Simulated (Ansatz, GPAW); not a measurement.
# Ga2SSe monolayer: simulated STM images, part 2 of 3

Aim: Tersoff-Hamann images of Ga2SSe monolayer at several biases.

GPAW 26.7.0 and Ansatz 0.2.0; Ansatz plane waves; layer without images along its normal, relaxation of atoms and in-plane cell (the session's first sound run).

So far. Step 2 (Relaxing the atoms): The relaxation lowered the energy of the cell by 0.161 eV.

### 3. Plane waves, PBE

The work function is the vacuum plateau of the electrostatic potential less the Fermi level; a dipole layer lets the two faces have plateaus of their own.

This step: GPAW, PAW setups; slab in vacuum (GPAW 26.7.0).

The cell differs from the one that the last finished run ended in (c 32.759 → 18.722 Å).

run.py reads:

```python
import json
import numpy as np
from ase import Atoms
from ase.dft.stm import STM
from gpaw import GPAW, PW

slab = Atoms(
    ['Se', 'Ga', 'Ga', 'S'],
    positions=[
        [-0.00000, 2.14930, 7.00000],
        [-0.00000, 0.00000, 8.21219],
        [-0.00000, 0.00000, 10.68166],
        [-0.00000, 2.14930, 11.72180]],
    cell=[[3.72269, 0.0, 0.0], [-1.86135, 3.22394, -0.0], [0.0, -0.0, 18.7218]],
    pbc=[True, True, False])

slab.calc = GPAW(mode=PW(400), xc='PBE', kpts={'size': (9, 9, 1), 'gamma': True},
                 occupations={'name': 'fermi-dirac', 'width': 0.05}, nbands='200%',
                 convergence={'density': 1e-05}, maxiter=200,
                 poissonsolver={'dipolelayer': 'xy'},
                 symmetry={'tolerance': 1e-3}, txt='slab.txt')
result = {}
energy = slab.get_potential_energy()
fermi = slab.calc.get_fermi_level()
v = slab.calc.get_electrostatic_potential().mean((0, 1)) - fermi
n = slab.calc.get_pseudo_density().mean((0, 1))
L = slab.cell[2, 2]
z = np.arange(len(v)) * L / len(v)
low, high = slab.positions[:, 2].min(), slab.positions[:, 2].max()
below, above = np.interp([low - 4.8, high + 4.8], z, v)
slopes = [np.interp(x, z, np.gradient(v, z)) for x in (low - 4.8, high + 4.8)]
eps = np.array([[slab.calc.get_eigenvalues(k, s) for k in range(len(slab.calc.get_ibz_k_points()))]
                for s in range(slab.calc.get_number_of_spins())]) - fermi
top, bottom = eps[eps < 0].max(), eps[eps > 0].min()
dipole = slab.get_dipole_moment()[2]
print(f'energy {energy:.4f} eV, Fermi level {fermi:.4f} eV, dipole {dipole:.5f} e A')
print(f'potential 4.8 A off the faces, from the Fermi level: lower {below:.4f} eV, upper {above:.4f} eV')
print(f'slope of the potential there: lower {slopes[0]:.5f}, upper {slopes[1]:.5f} eV/A')
print(f'nearest levels on the mesh: {top:.4f} and {bottom:.4f} eV')
print('magnetic moment', round(slab.get_magnetic_moment(), 3))
result.update(energy=energy, fermi=fermi, dipole=dipole, below=below, above=above, slopes=slopes, edges=[top, bottom],
              z=z.tolist(), v=v.tolist(), n=n.tolist(), positions=slab.positions.tolist(),
              forces=slab.get_forces(apply_constraint=False).tolist(), moments=slab.get_magnetic_moments().tolist())

# Images need the states of the whole zone, up to time reversal
slab.calc = slab.calc.fixed_density(symmetry={'point_group': False}, txt='states.txt',
                                    convergence={'bands': 'CBM+2.3'})
stm = STM(slab)
result['stm'] = []
for bias in [-1.5, 2.0]:
    height = high + 3.5
    current = stm.get_averaged_current(bias, height)
    x, y, h = stm.scan(bias, current)
    i, f = divmod(height / L * stm.ldos.shape[2], 1)
    I = abs((1 - f) * stm.ldos[:, :, int(i)] + f * stm.ldos[:, :, int(i) + 1])
    print(f'bias {bias} V: mean current at 3.5 A {current:.4e}, corrugation {np.ptp(h):.4f} A')
    result['stm'].append(dict(bias=bias, current=current, h=(h - high).tolist(), I=I.tolist()))
json.dump(result, open('result.json', 'w'))
```

Launch:

```
OMP_NUM_THREADS=1 OPENBLAS_NUM_THREADS=1 python run.py
```

Numbers of over 12 decimals in the logs are rounded to 6 here.

The log of the run:

```text
energy -15.8380 eV, Fermi level -0.9040 eV, dipole -0.01724 e A
potential 4.8 A off the faces, from the Fermi level: lower 4.8288 eV, upper 5.0857 eV
slope of the potential there: lower -0.00006, upper -0.00002 eV/A
nearest levels on the mesh: -1.0728 and 0.9655 eV
magnetic moment 0.0
bias -1.5 V: mean current at 3.5 A 9.4567e-06, corrugation 0.2723 A
bias 2.0 V: mean current at 3.5 A 2.2491e-05, corrugation 0.1534 A
```

Elapsed: 54 s, on 1 thread of Intel Xeon Platinum 8175M at 2.50GHz (Skylake/Cascade Lake), shared host; peak memory 0.31 GiB.

Numbers from this step:

```
dipole along the normal                    : -0.01724 e·Å
levels nearest the Fermi level on the mesh : -1.073, 0.9655 eV from the Fermi level
upper work function                        : 5.086 eV
lower work function                        : 4.829 eV
corrugation -1.5                           : 0.2723 Å
corrugation 2                              : 0.1534 Å
upper ionisation energy                    : 6.158 eV
```

The electrostatic potential energy of an electron (without an applied field's), less the Fermi level, planar mean oscillates, so the rows of the table below give means over windows of 2 Å about each position, cut where the curve ends. Its maxima inside the range that stand out by 2 % of the span (Å: eV): 7.7: -7.57, 9.5: 1.83, 11.1: -9.01. Its minima: 7.1: -16.2, 8.2: -9.96, 10.7: -10.4, 11.6: -14.7.

Electrostatic potential energy of an electron (without an applied field's), less the Fermi level, planar mean against z; means over each step:

| z (Å) | electrostatic potential energy of an electron (without an applied field's), less the Fermi level, planar mean (eV) |
| --- | --- |
| 0 | 4.85 |
| 2 | 4.83 |
| 4 | 4.81 |
| 6 | -0.797 |
| 8 | -8.40 |
| 10 | -3.18 |
| 12 | -5.63 |
| 14 | 4.96 |
| 16 | 5.09 |
| 18 | 5.08 |

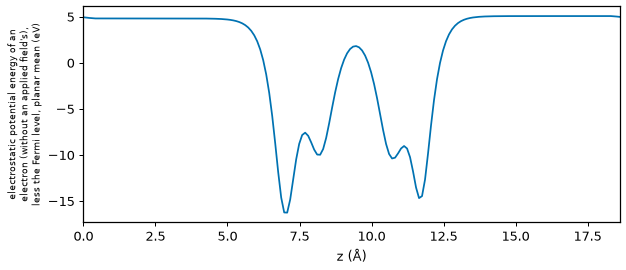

Electrostatic potential energy of an electron (without an applied field's), less the Fermi level, planar mean against z.

The pseudo valence density, planar mean oscillates, so the rows of the table below give means over windows of 2 Å about each position, cut where the curve ends. Its maxima inside the range that stand out by 2 % of the span (Å: e/Å³): 6.7: 0.313, 7.5: 0.415, 8.7: 0.157, 10.2: 0.157, 11.4: 0.420. Its minima: 7.1: 0.219, 8.3: 0.0480, 9.4: 0.101, 10.6: 0.0590.

Pseudo valence density, planar mean against z; means over each step:

| z (Å) | pseudo valence density, planar mean (e/Å³) |
| --- | --- |
| 2 | 3.2e-6 |
| 4 | 9.9e-4 |
| 6 | 0.133 |
| 8 | 0.215 |
| 10 | 0.125 |
| 12 | 0.268 |
| 14 | 0.00707 |
| 16 | 1.6e-5 |

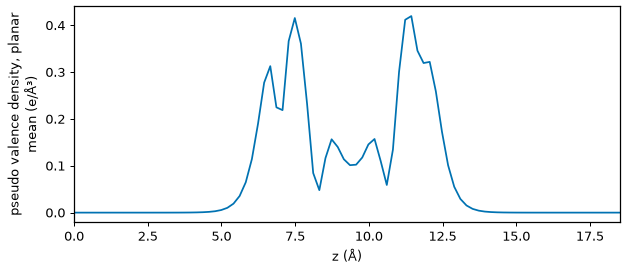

Pseudo valence density, planar mean, plotted against z.

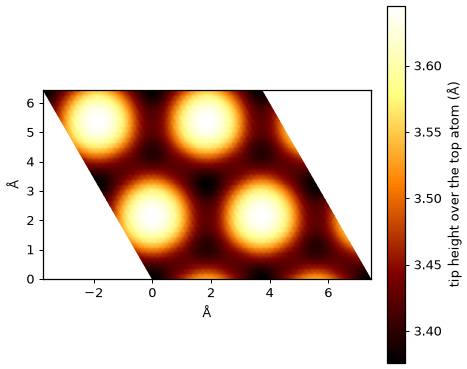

Tip height over the top atom over a1 and a2. Sample bias -1.5 V, constant current at the mean current 3.5 Å over the top atom. The cell is repeated, with its origin at the lower left corner.

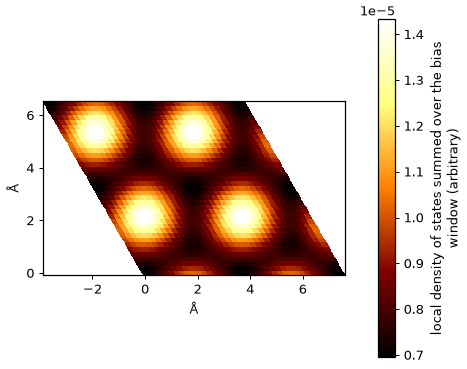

Local density of states summed over the bias window over a1 and a2. Sample bias -1.5 V, constant height 3.5 Å over the top atom. The cell is repeated, with its origin at the lower left corner.

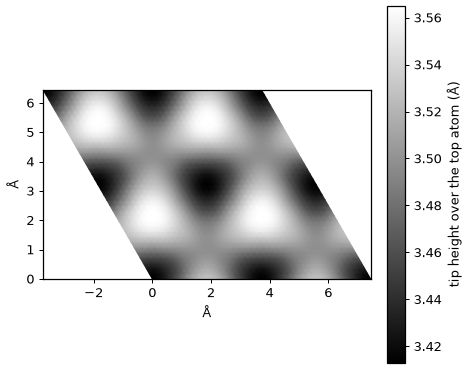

Tip height over the top atom over a1 and a2. Sample bias 2 V, constant current at the mean current 3.5 Å over the top atom. The cell is repeated, with its origin at the lower left corner.

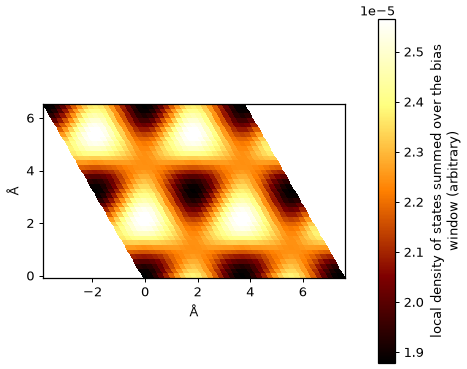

Local density of states summed over the bias window over a1 and a2. Sample bias 2 V, constant height 3.5 Å over the top atom. The cell is repeated, with its origin at the lower left corner.

Force by atom:

| atom | x (eV/Å) | y (eV/Å) | z (eV/Å) | size |
| --- | --- | --- | --- | --- |
| Se1 | 0.000 | 0.000 | -0.110 | 0.110 |
| Ga2 | 0.000 | 0.000 | 0.057 | 0.057 |
| Ga3 | 0.000 | 0.000 | -0.082 | 0.082 |
| S4 | 0.000 | 0.000 | 0.135 | 0.135 |

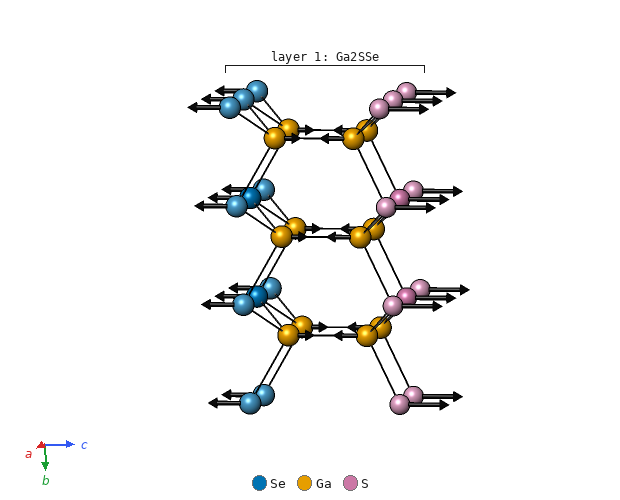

Force as arrows, the longest 0.135 eV/Å. 1×2×1 cells are drawn. Some periodic images of atoms are drawn too.

The layer is gapped, so the Fermi level lies somewhere inside the gap, set by smearing and numerics, and these work functions are no property of the material; the band edges below the vacuum level are. The potential is flat to 6.1e-5 eV/Å where it is read, so the vacuum is wide enough. The geometry is the other program's minimum; here the largest force on a free atom is 0.14 eV/Å.

### 4. A second plane-wave code

A second program with its own datasets checks the number independently.

This step: Ansatz plane waves; slab in vacuum with a dipole correction (Ansatz 0.2.0).

input.yaml reads:

```yaml
crystal:
  lattice:
    - [3.7226904089, 0.0, 0.0]
    - [-1.8613452044, 3.2239444645, 0.0]
    - [0.0, 0.0, 32.7593505952]
  atoms:
    - { symbol: Se, position: [0.3333333333, 0.6666666667, 0.2113367722] }
    - { symbol: Ga, position: [0.0, 0.0, 0.2483397048] }
    - { symbol: Ga, position: [0.0, 0.0, 0.3237217372] }
    - { symbol: S, position: [0.3333333333, 0.6666666667, 0.3554726799] }
kpoints:
  mp_grid: { grid: [9, 9, 1] }
hamiltonian:
  xc: pbe
scf:
  occupations: { method: fermi_dirac, width: 0.05 }
efield:
  axis: 3
  dipole_correction: true
  ramp_width: 0.05
output:
  forces: true
  band_densities: [{ e_range: [-1.5, 0] }, { e_range: [0, 2.0] }]
  write_potential: true
  write_density: true
  volumetric_format: npy
```

Launch:

```
ansatz run input.yaml --threads 4 --pin off --max-ram 8192MiB --backend cpu --events-out ev --progress --plain --runs-dir out
```

The log of the run:

```text
[...]
Crystal: 4 atoms, lattice volume = 393.169 Å³
Basis set: ecut = 420 eV, 7705 PW (Γ), exchange–correlation on 50×50×450 points (8 copies of the dense FFT grid, shifted against one another)
Bands: 29, of which v1, the nominal top of the filled ones, is band 24 counted from 1 (23 counted from 0)
Symmetry: 6 space group operations
[...]
k-points: 12 of 81 (time reversal used)
[...]
SCF iter   1: F=—  HF=-13939.642110 eV  |F-HF|=—  |Δ(HF+E_count)|=         —  Δρ=9.83e-4  dr2=1.52e-2  ethr=1.77e-3  p=-0.003 e·Å  D=-1.26e-3 V/Å  ΔV_dip=0.04 eV  dr2_dipole=2.56e-3  V_vac-E_F(+/−)=5.04/5.00 eV  ⟨swp⟩=8.3  Hψ=1721  notcnv=0
efield: sawtooth ramp at fractional position 0.7584 (placed from the atoms, in the widest stretch of the axis that holds none; the zero of the levels goes with the place), width 0.0500; the density the first Hamiltonian is built on has a dipole p = -0.003 e·Å; the dipole correction subtracts the counter field D = -1.26e-3 V/Å, which shifts the + side's vacuum level by +0.04 eV against the − side's; the planar-averaged density in the ramp window peaks in size at 7.3e-6 e/Å³
[...]
SCF iter   2: F=—  HF=-13939.643277 eV  |F-HF|=—  |Δ(HF+E_count)|=   1.17e-3  Δρ=1.06e-3  dr2=3.58e-2  ethr=3.18e-5  p=-0.036 e·Å  D=-1.66e-2 V/Å  ΔV_dip=0.54 eV  dr2_dipole=7.61e-3  V_vac-E_F(+/−)=5.23/4.68 eV  ⟨swp⟩=3.1  Hψ=734  notcnv=0  defer=9
[...]
SCF iter   8: F=-13939.638693 eV  HF=-13939.638693 eV  |F-HF|=7.21e-8  |Δ(HF+E_count)|=   5.66e-7  Δρ=2.78e-6  dr2=2.23e-8  ethr=2.08e-10  p=-0.018 e·Å  D=-8.10e-3 V/Å  ΔV_dip=0.27 eV  dr2_dipole=1.42e-10  V_vac-E_F(+/−)=5.08/4.81 eV  ⟨swp⟩=16.4  Hψ=3014  notcnv=0
SCF 1 converged in 8 iterations: F = -13939.638693 eV  dr2 = 2.23e-8
[...]
NSCF: frozen V_eff on 3 k-points
efield: sawtooth ramp at fractional position 0.7584 (kept from the solve that this one continues, or follows in the run), width 0.0500; the density the first Hamiltonian is built on has a dipole p = -0.018 e·Å; the dipole correction subtracts the counter field D = -8.10e-3 V/Å, which shifts the + side's vacuum level by +0.27 eV against the − side's; the planar-averaged density in the ramp window peaks in size at 7.2e-6 e/Å³
WARN: The input density's exchange-correlation potential varies sharply where the density is thin. Do not read a vacuum level from v_tot or v_xc, or from such a field of the output density. On a cell that repeats whose density bears no net charge and no dipole along the vacuum's axis use v_es (v_loc + v_h of the components); under efield.dipole_correction with no amplitude use v_es + v_field, which holds any external [...]
SCF converged after 8 iterations
Free energy (F): -13939.638693 eV
[...]
Internal energy: -13939.638693 eV  (E = F + TS)
E sigma→0 (E₀):  -13939.638693 eV
Fermi energy:    -2.091672 eV
Dipole field:    D = -0.008116 V/Å  (p = -0.017634 e·Å, saw-weighted, corrected)
Work function:   Φ+ = 5.0772 eV   Φ− = 4.8114 eV
Levels:          The Fermi level and band energies are counted from a zero that moves with the ramp; work functions are not
[...]
--- Forces (eV/Å), atoms counted from 1 ---
  atom   1  Se    -0.00000000     0.00000000    -0.00058873
  atom   2  Ga     0.00000000    -0.00000000     0.00012033
  atom   3  Ga     0.00000000    -0.00000000     0.00032256
  atom   4  S     -0.00000000     0.00000000     0.00015881
  max |Σ_I F_I| component: 1.30e-5 eV/Å
--- Band table (eV; the first three rows and the last of 12) ---
  k-point 0: bands = [... 20 lower, -4.3234, -3.3940, -3.3940, -3.2700, -1.1435, 0.0446, 1.7810, 1.7810, ... 1 higher]
  k-point 1: bands = [... 20 lower, -4.4844, -4.2922, -3.5922, -3.1695, -0.5077, 0.6140, 1.3844, 1.9992, ... 1 higher]
  k-point 2: bands = [... 20 lower, -5.2464, -4.8466, -4.0225, -3.2331, -0.1326, 0.0975, 2.0014, 2.2768, ... 1 higher]
  k-point 11: bands = [... 20 lower, -6.6116, -5.2781, -4.6005, -4.5898, -0.4594, 0.3242, 1.6578, 2.5230, ... 1 higher]
--- Band densities, each state counted as filled ---
  window                                       electrons  max residual (eV)  cut levels
  e_range: [-1.5, 0]                            0.814815             3.5e-9           0
  e_range: [0, 2]                               1.851852             3.0e-4           0
```

Wall time 5.2 s (4 threads); peak memory 0.73 GiB.

Reading the cycles: dr2 is the Hartree energy of the density residual (eV), the measure of convergence; HF is the Harris–Foulkes estimate of the energy, which meets the free energy F at convergence.

This step gave:

```yaml
gap_on_the_k_mesh: 2.026 eV
upper_work_function: 5.077 eV
lower_work_function: 4.811 eV
dipole_along_the_normal: -0.01763 e·Å
dipole_field: -0.008116 V/Å
vacuum_level_above: 2.986 eV
vacuum_level_below: 2.720 eV
corrugation_e_range_minus_1p5_0_3p5: 0.2769 Å
decay_e_range_minus_1p5_0: 1.289 Å⁻¹
apparent_barrier_e_range_minus_1p5_0: 6.327 eV, hbar² kappa² / 2m (holds the in-plane momentum too)
corrugation_e_range_0_2_3p5: 0.1532 Å
decay_e_range_0_2: 1.059 Å⁻¹
apparent_barrier_e_range_0_2: 4.271 eV, hbar² kappa² / 2m (holds the in-plane momentum too)
```

Table of electrostatic potential energy of an electron (with the applied field's), less the Fermi level, planar mean by z:

| z (Å) | electrostatic potential energy of an electron (with the applied field's), less the Fermi level, planar mean (eV) |
| --- | --- |
| 0.0 | 4.81 |
| 2.5 | 4.81 |
| 5.0 | 4.66 |
| 7.5 | -6.69 |
| 10.0 | -1.96 |
| 12.5 | 2.19 |
| 15.0 | 5.08 |
| 17.5 | 5.08 |
| 20.0 | 5.08 |
| 22.5 | 5.08 |
| 25.0 | 5.05 |
| 27.5 | 4.81 |
| 30.0 | 4.81 |
| 32.5 | 4.81 |

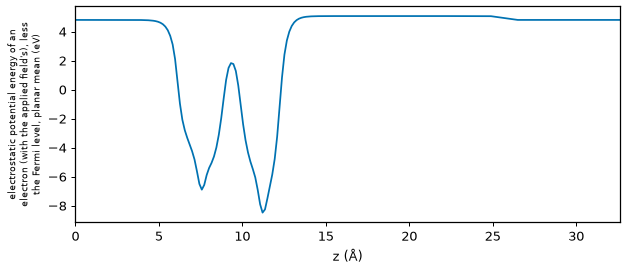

Electrostatic potential energy of an electron (with the applied field's), less the Fermi level, planar mean against z.

[end of part 2 of 3]

[Logs are printed without paths, hosts, clocks, repeated set-up lines and the standing remarks that a program may print on its own settings, such as how far it seeks lower states.]

[Hosts, paths, dates, database ids (printed as entryN), source tags and the programs' standing remarks are cut or masked in the printed files.]
